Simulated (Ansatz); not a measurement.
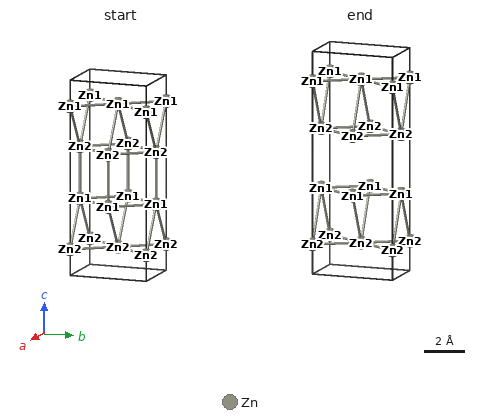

The structure of solid Zn (built on the black phosphorus_64 type) before (left) and after (right) a relaxation, at one scale.

The picture is a ball-and-stick view of the conventional cell (4 times the calculation's cell), seen slightly off an axis. Lengths and directions refer to the drawn axes.

Case: black phosphorus type (Cmce, No. 64).

The calculation used DFT r2SCAN, scalar-relativistic, plane waves, PAW (Ansatz).

The input:
```yaml
crystal:
  lattice:
    - [0.0, 2.0772083869, 5.1038802446]
    - [1.4585444242, 0.0, 5.1038802446]
    - [1.4585444242, 2.0772083869, 0.0]
  atoms:
    - { symbol: Zn, position: [0.8661152564, 0.8661152564, 0.1338847436] }
    - { symbol: Zn, position: [0.1338847436, 0.1338847436, 0.8661152564] }
basis:
  ecutwfc: 500
kpoints:
  mp_grid: { grid: [24, 24, 24] }
hamiltonian:
  xc: r2scan
scf:
  occupations: { method: gaussian, width: 0.1 }
output:
  forces: true
  stress: true
  eigenvalues: true
relax:
  adjacent_minimum: "off"
  f_tol: 0.01
  max_steps: 80
  cell: { stress_tol: 0.05 }
```

### Describe what moved and what it gained.

The largest moves relative to the cell, 0.004 Å, are those of Zn1 and Zn2. Zn2 goes along −c. The drawn cell changes as follows: a 2.917 → 2.556 Å (−12.4 %), b 4.154 → 4.363 Å (+5.0 %), c 10.208 → 11.646 Å (+14.1 %); the volume changes by +5.0 %. Near-neighbour distances that change, for instance: Zn1–Zn2 2.733 → 3.110 Å, Zn1–Zn1 2.917 → 2.556 Å, Zn1–Zn2 (another image) 2.783 → 2.999 Å, Zn1–Zn1 (another image) 2.538 → 2.528 Å. Bond angles that change, for instance: Zn1–Zn1–Zn1 109.8° → 119.3°, Zn1–Zn1–Zn1 70.2° → 60.7°, Zn1–Zn1–Zn2 72.5° → 77.6°. The space group stays Fmmm (No. 69). After 8 accepted moves (12 points after the start) the energy has fallen by 66.7 meV per atom. The largest force component goes from 0.0033 to 0.0004 eV/Å. Pressure: 0.36 GPa at the start and 0.00 GPa at the end. The line search rejected the trial steps at points 5, 7 of the run. The SCF was repeated twice at an unchanged geometry on a basis and grid sized afresh for the cell, which shifted the energy by 1.0 meV per atom at most. The run took roughly 40 core-minutes on a shared host.
